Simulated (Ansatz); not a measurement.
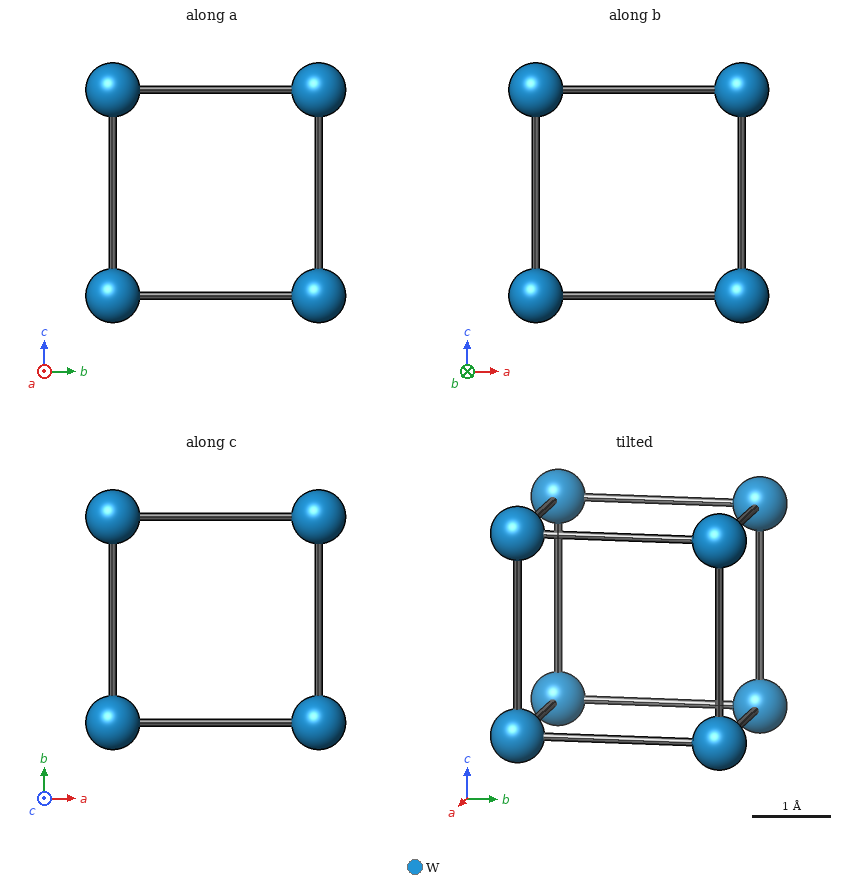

Crystal structure, ball-and-stick style, seen along the a axis, along the b axis, along the c axis and slightly off an axis. The conventional unit cell is outlined; an atom on or near a face, edge or corner is repeated at each equivalent position.

Lattice parameters: a = 2.6501 Å, b = 2.6501 Å, c = 2.6501 Å, α = 90.000°, β = 90.000°, γ = 90.000°.

Question: Write down what is shown as a CIF with its space group and independent sites.

Answer:
```cif
data_structure
_symmetry_space_group_name_H-M 'P m -3 m'
_symmetry_Int_Tables_number 221
_cell_length_a 2.6501
_cell_length_b 2.6501
_cell_length_c 2.6501
_cell_angle_alpha 90.000
_cell_angle_beta 90.000
_cell_angle_gamma 90.000
_cell_volume 18.61
loop_
_atom_site_label
_atom_site_type_symbol
_atom_site_symmetry_multiplicity
_atom_site_Wyckoff_symbol
_atom_site_fract_x
_atom_site_fract_y
_atom_site_fract_z
_atom_site_occupancy
W1 W 1 a 0.0000 0.0000 0.0000 1
```

It derives from a structure type filled with this element by a generator (whether the element takes this form wasn't checked). Earlier steps of the study may have refined or changed the cell and positions. A calculation with Ansatz used it as input.
